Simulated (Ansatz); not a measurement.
## Run report: Ga15As17, geometry relaxation (part 3 of 3)

Continued. System: Ga15As17 (defect cell, 32 atoms in the cell). Method: DFT LDA, scalar-relativistic, plane waves, PAW, no spin polarisation (Ansatz 0.2.0); cutoff 420 eV, 3×3×3 k-mesh, Gaussian smearing of 0.02 eV. The structure derives from a Materials Project entry. It belongs to a series of runs on one base structure; here: As on a Ga site (a), charge +0, atoms relaxed at the host's cell.

**Output, continued**
```
--- Relaxed structure (4 steps of the walk, 4 accepted, 0 SCFs on fresh bases) ---
  F+E_penalty+E_count = -136765.28639080 eV   max|allowed force component| = 7.705e-3 eV/Å
  atoms:
    - { symbol: As, position: [0.25053442855175856, 0.7510825289802701, 0.0006378625426288753] }
    - { symbol: Ga, position: [-0.000627511922617896, 0.7507038411451283, 0.25295752803680543] }
    - { symbol: Ga, position: [0.5027942501654803, 0.49978076481571226, 0.00040022437440133504] }
    - { symbol: Ga, position: [0.2502333152655757, 0.499824475859885, 0.25293542161605354] }
    - { symbol: Ga, position: [-0.0025438631898217, 0.4980007827346712, 0.49684667040786906] }
    - { symbol: Ga, position: [0.7504011834986588, 0.7509627482044157, 0.5005196839863233] }
    - { symbol: Ga, position: [0.5027857152639166, 0.750706267859905, 0.7494625254991227] }
    - { symbol: Ga, position: [-0.0006867586369552767, 0.003321986698114723, 0.0003747619835610409] }
    - { symbol: Ga, position: [0.7503182096311883, 0.25083304640799475, 0.0005175671656277026] }
    - { symbol: Ga, position: [0.5011633080561937, 0.2542966679495543, 0.25128194141621835] }
    - { symbol: Ga, position: [0.2503760825800331, 0.25086058839004616, 0.5004402762848215] }
    - { symbol: Ga, position: [-0.002428772962529746, 0.24737251747309547, 0.7477266060728203] }
    - { symbol: Ga, position: [0.7467109248736807, 0.4980838315578792, 0.7477295990051505] }
    - { symbol: Ga, position: [0.7538385725709411, 0.0015773587891169116, 0.25128321834283696] }
    - { symbol: Ga, position: [0.5011508348348336, 0.0016127908572452247, 0.504042319219611] }
    - { symbol: Ga, position: [0.2501653607158612, 0.0032492105302232566, 0.7493929526464118] }
    - { symbol: As, position: [0.25011844731649424, 0.7506252059907171, 0.7366299472150246] }
    - { symbol: As, position: [-0.013383880577332363, 0.7507081153784636, 0.0003422678468618656] }
    - { symbol: As, position: [0.4989518305970382, 0.4999509254201069, 0.7496286435587008] }
    - { symbol: As, position: [0.2502062596853404, 0.48723192311275565, 0.00034371609459601937] }
    - { symbol: As, position: [-0.0005598346234530205, 0.4999191362986889, 0.24912395626247702] }
    - { symbol: As, position: [0.7497466711701417, 0.7506670662858267, 0.2512207630194386] }
    - { symbol: As, position: [0.5011027129111432, 0.7506887311514832, 0.4998641477927749] }
    - { symbol: As, position: [-0.0005148130603211953, -0.0003848771245891225, 0.7496447110178762] }
    - { symbol: As, position: [0.7507195658074743, 0.25128580211688634, 0.7518429042764689] }
    - { symbol: As, position: [0.5010255848001932, 0.25012555969045314, 0.000318578312002854] }
    - { symbol: As, position: [0.2502509799566324, 0.250214858511692, 0.2511958257140432] }
    - { symbol: As, position: [0.0016562628478761082, 0.251222941215165, 0.5008519198771448] }
    - { symbol: As, position: [0.7507026021074775, 0.5022010218668913, 0.5009115887660078] }
    - { symbol: As, position: [0.7496894884947528, 0.001568866685075443, 0.0003640290621424458] }
    - { symbol: As, position: [0.5143148387549946, 0.014767625019207892, 0.26450003665547817] }
    - { symbol: As, position: [0.2502313993153512, 0.0016013071279185331, 0.4998421849286986] }
```

**Trajectory as extended XYZ (Å, eV, eV/Å), 3 of the 4 frames kept, from step=1 to step=4**
```
32
Lattice="-5.6034 -5.6034 5.6034 5.6034 -5.6034 -5.6034 5.6034 5.6034 5.6034" Properties=species:S:1:pos:R:3:forces:R:3 step=1 energy=-136764.86829
As    2.8674   -5.6763   -2.7211   -0.1055   0.1969  -0.7732
Ga    5.6034   -2.8017   -2.8017   -0.2837  -0.1868  -0.2336
Ga    0.0000   -5.6034    0.0000   -0.0453  -0.1081   0.0817
Ga    2.8017   -2.8017    0.0000    0.0599   0.0270   0.0113
Ga    5.6034    0.0000    0.0000   -0.0918   0.1303  -0.1058
Ga    2.8017   -5.6034    2.8017   -0.0080   0.0063   0.0323
Ga    5.6034   -2.8017    2.8017    0.0814   0.0577  -0.0798
Ga    0.0000    0.0000    0.0000   -0.1650   0.0762   0.0472
Ga   -2.8017   -5.6034    2.8017   -0.0083  -0.0653   0.0011
Ga    0.0000   -2.8017    2.8017    0.5027  -0.4724  -0.4399
Ga    2.8017    0.0000    2.8017    0.0296   0.0133  -0.0050
Ga    5.6034    2.8017    2.8017    0.1044  -0.1159   0.0576
Ga    2.8017   -2.8017    5.6034   -0.7077   0.6429  -0.6389
Ga   -2.8017   -2.8017    5.6034    0.2146   0.1062  -0.1064
Ga    0.0000    0.0000    5.6034    0.4522   0.3843   0.4216
Ga    2.8017    2.8017    5.6034    0.1404  -0.0928  -0.1569
As    7.0045   -1.4081    1.3524   -0.5304  -0.4288   0.0307
As    4.1005   -4.1573   -4.2946    1.5890  -0.3037   0.7053
As    4.2025   -1.4008    4.2025    0.0011   0.0330  -0.0343
As    1.4292   -4.2434   -1.3863   -0.7494   0.8731   0.3808
As    4.2025   -1.4008   -1.4008   -0.0018   0.0057  -0.0104
As    1.4008   -7.0042    1.4008    0.0247   0.0069  -0.0385
As    4.2025   -4.2025    1.4008   -0.0256  -0.0278  -0.0178
As    4.2025    4.2025    4.2025    0.0671  -0.0580  -0.0177
As    1.4008   -1.4008    7.0042    0.0457   0.0607   0.0463
As   -1.4008   -4.2025    1.4008   -0.0286   0.0489   0.0124
As    1.4008   -1.4008    1.4008   -0.0322   0.0131  -0.0072
As    4.2025    1.4008    1.4008   -0.0009  -0.0428   0.0290
As    1.4008   -4.2025    4.2025    0.0023  -0.0192  -0.0945
As   -4.2025   -4.2025    4.2025    0.0467   0.0651  -0.0315
As   -1.2285   -1.4367    4.2309   -0.5569  -0.7940   0.9666
As    1.4008    1.4008    4.2025   -0.0208  -0.0318  -0.0325
32
Lattice="-5.6034 -5.6034 5.6034 5.6034 -5.6034 -5.6034 5.6034 5.6034 5.6034" Properties=species:S:1:pos:R:3:forces:R:3 step=3 energy=-136765.28639
As    2.8083   -5.6089   -2.8012   -0.0010   0.0012  -0.0021
Ga    5.6274   -2.7855   -2.7926    0.0016   0.0002  -0.0027
Ga   -0.0146   -5.6156    0.0191   -0.0008   0.0016   0.0005
Ga    2.8158   -2.7856    0.0187   -0.0015   0.0008   0.0006
Ga    5.5888    0.0078   -0.0207   -0.0005  -0.0050   0.0003
Ga    2.8077   -5.6081    2.8015   -0.0013   0.0021  -0.0005
Ga    5.5887   -2.8243    2.8103   -0.0002  -0.0014  -0.0020
Ga    0.0246   -0.0127   -0.0204    0.0009   0.0016  -0.0008
Ga   -2.7959   -5.6069    2.8017   -0.0012   0.0019  -0.0004
Ga    0.0247   -2.8251    2.7913    0.0009  -0.0008   0.0031
Ga    2.8069   -0.0045    2.8014   -0.0013   0.0017   0.0002
Ga    5.5895    2.8173    2.7901   -0.0007   0.0011   0.0042
Ga    2.7967   -2.7852    5.5830    0.0046  -0.0010   0.0000
Ga   -2.8072   -2.8248    5.6232    0.0031  -0.0003  -0.0005
Ga    0.0252    0.0072    5.6234    0.0004  -0.0037   0.0000
Ga    2.8156    2.7792    5.5827   -0.0005  -0.0011  -0.0007
As    6.9321   -1.4799    1.3231   -0.0047  -0.0059  -0.0044
As    4.2834   -4.1296   -4.2796    0.0049   0.0062  -0.0059
As    4.2061   -1.3968    4.1949    0.0014  -0.0010   0.0011
As    1.3301   -4.1302   -1.3262   -0.0059   0.0069   0.0077
As    4.2003   -1.4022   -1.4084    0.0008  -0.0024   0.0016
As    1.4128   -6.9997    1.4025   -0.0004  -0.0018  -0.0015
As    4.1995   -4.2133    1.4024    0.0021   0.0011  -0.0013
As    4.2013    4.2056    4.1998   -0.0007   0.0003   0.0026
As    1.4143   -1.4018    7.0114   -0.0037  -0.0017  -0.0005
As   -1.4041   -4.2072    1.4077    0.0025  -0.0001  -0.0009
As    1.4073   -1.3968    1.4077    0.0001  -0.0004  -0.0020
As    4.2049    1.3895    1.4080    0.0017   0.0015  -0.0012
As    1.4143   -4.2137    4.1992   -0.0022   0.0006   0.0012
As   -4.1900   -4.2075    4.1940   -0.0010   0.0005   0.0010
As   -1.3171   -1.4826    4.2812    0.0023  -0.0041   0.0029
As    1.4076    1.3897    4.1940    0.0000   0.0014   0.0004
32
Lattice="-5.6034 -5.6034 5.6034 5.6034 -5.6034 -5.6034 5.6034 5.6034 5.6034" Properties=species:S:1:pos:R:3:forces:R:3 step=4 energy=-136765.28639
As    2.8083   -5.6089   -2.8012   -0.0009   0.0012  -0.0022
Ga    5.6274   -2.7855   -2.7926    0.0016   0.0002  -0.0027
Ga   -0.0146   -5.6156    0.0191   -0.0008   0.0016   0.0005
Ga    2.8158   -2.7856    0.0187   -0.0015   0.0008   0.0007
Ga    5.5888    0.0078   -0.0207   -0.0005  -0.0050   0.0003
Ga    2.8077   -5.6081    2.8015   -0.0013   0.0021  -0.0005
Ga    5.5887   -2.8243    2.8103   -0.0002  -0.0014  -0.0020
Ga    0.0246   -0.0127   -0.0204    0.0009   0.0016  -0.0008
Ga   -2.7959   -5.6069    2.8017   -0.0012   0.0019  -0.0004
Ga    0.0247   -2.8251    2.7913    0.0010  -0.0008   0.0030
Ga    2.8069   -0.0045    2.8014   -0.0013   0.0017   0.0002
Ga    5.5895    2.8173    2.7901   -0.0007   0.0011   0.0043
Ga    2.7967   -2.7852    5.5830    0.0045  -0.0009   0.0000
Ga   -2.8072   -2.8248    5.6232    0.0032  -0.0002  -0.0006
Ga    0.0252    0.0072    5.6234    0.0004  -0.0037   0.0000
Ga    2.8156    2.7792    5.5827   -0.0005  -0.0011  -0.0007
As    6.9321   -1.4799    1.3231   -0.0047  -0.0059  -0.0044
As    4.2834   -4.1296   -4.2796    0.0049   0.0062  -0.0059
As    4.2061   -1.3968    4.1949    0.0013  -0.0010   0.0010
As    1.3301   -4.1302   -1.3262   -0.0059   0.0068   0.0077
As    4.2003   -1.4022   -1.4084    0.0008  -0.0024   0.0016
As    1.4128   -6.9997    1.4025   -0.0004  -0.0018  -0.0015
As    4.1995   -4.2133    1.4024    0.0021   0.0011  -0.0013
As    4.2013    4.2056    4.1998   -0.0007   0.0004   0.0025
As    1.4143   -1.4018    7.0114   -0.0037  -0.0017  -0.0004
As   -1.4041   -4.2072    1.4077    0.0025  -0.0002  -0.0009
As    1.4073   -1.3968    1.4077    0.0001  -0.0004  -0.0020
As    4.2049    1.3895    1.4080    0.0017   0.0015  -0.0012
As    1.4143   -4.2137    4.1992   -0.0022   0.0006   0.0012
As   -4.1900   -4.2075    4.1940   -0.0010   0.0005   0.0010
As   -1.3171   -1.4826    4.2812    0.0023  -0.0041   0.0029
As    1.4076    1.3897    4.1940    0.0000   0.0014   0.0004
```

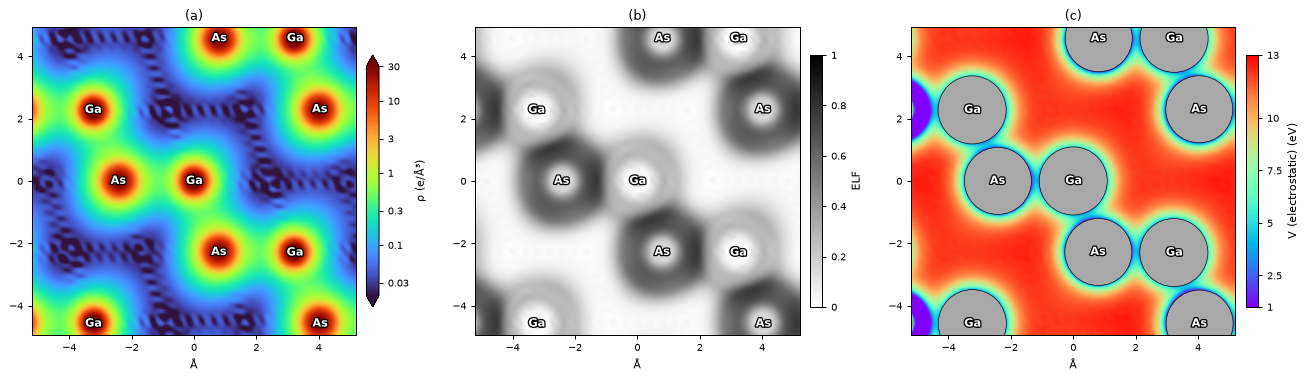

(a) valence pseudo-density; (b) electron localisation function; (c) electrostatic potential energy of an electron on the (100) plane of the calculation cell. Grey discs, where drawn, cover atomic cores. The plane passes through Ga and As nuclei. The density dies away to nearly zero in the voids. Outside the cores the potential energy rises away from the atoms and is highest about 2.2 Å from the nearest atoms; outside the discs it spans about 11 eV, and its zero is arbitrary. In a PAW calculation such maps are meaningful between the atoms, not at the nuclei.

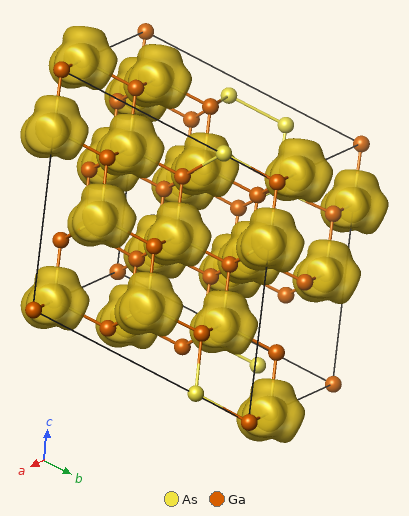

Isosurface of the electron localisation function at 0.6 (yellow), seen slightly off an axis. Core shells and regions of very low density are left out. Sticks mark near contacts. The outline is the calculation cell. Profiles from the grid: Ga–As (2.41 Å): the ELF peaks at about 0.80 between the atoms (a shared electron pair). As–As (2.56 Å): the ELF peaks at about 0.70 between the atoms.
